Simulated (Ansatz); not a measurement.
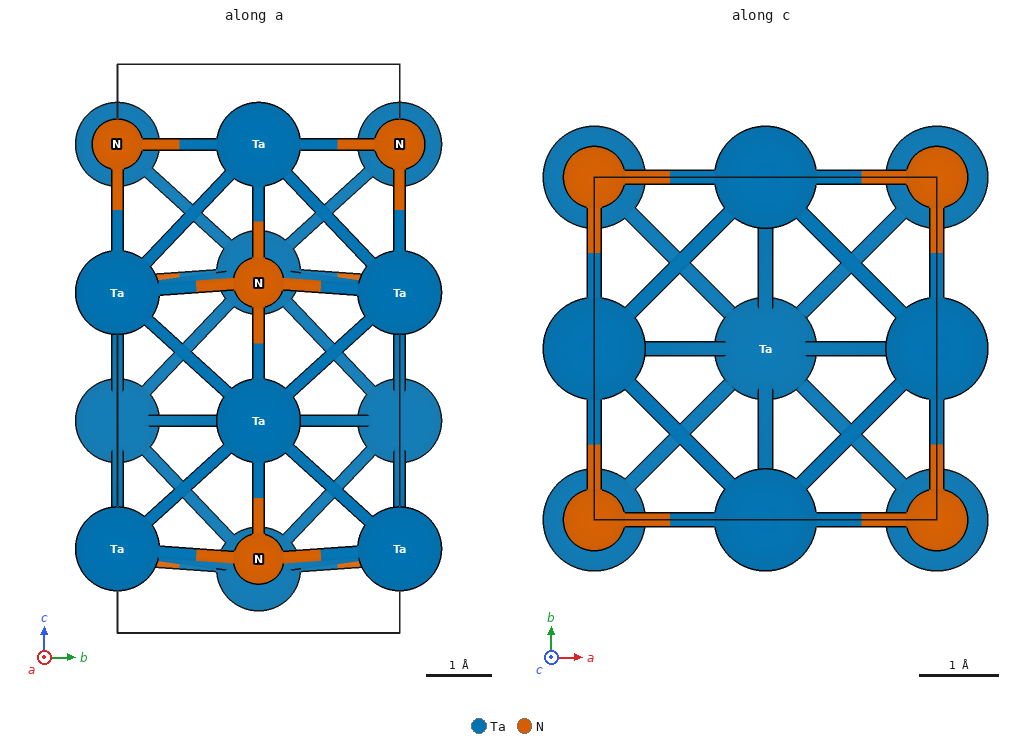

The crystal in a ball-and-stick representation, seen along the a axis and along the c axis. The edges of the conventional unit cell are marked.

Ta$_{4}$N$_{3}$, space group P4mm (No. 99), a = 4.38 Å, b = 4.38 Å, c = 8.83 Å, α = 90.00°, β = 90.00°, γ = 90.00°.

All computed values are from DFT r2SCAN, scalar-relativistic, plane waves, PAW in Ansatz. Settings: a basis cut at 500 eV, k-points about 0.16 Å⁻¹ apart, Gaussian smearing of 0.15 eV, no spin polarisation.

### Is the electronic structure metallic or gapped?

A metal: bands cross the Fermi level.

### State the hydrostatic pressure.

The computed pressure is -6.5 GPa (stretched: it would shrink). The stress isn't hydrostatic: its largest component is 11.4 GPa.

Provenance: a structure listed in the Materials Project. The cell was then strained or its atoms displaced on purpose. A calculation with Ansatz used it as input.

At this level of theory the run's own cell isn't at rest (stretched, at -7 GPa and forces up to 1.4 eV/Å), so its distances can differ from those at equilibrium, the more so the softer the solid.
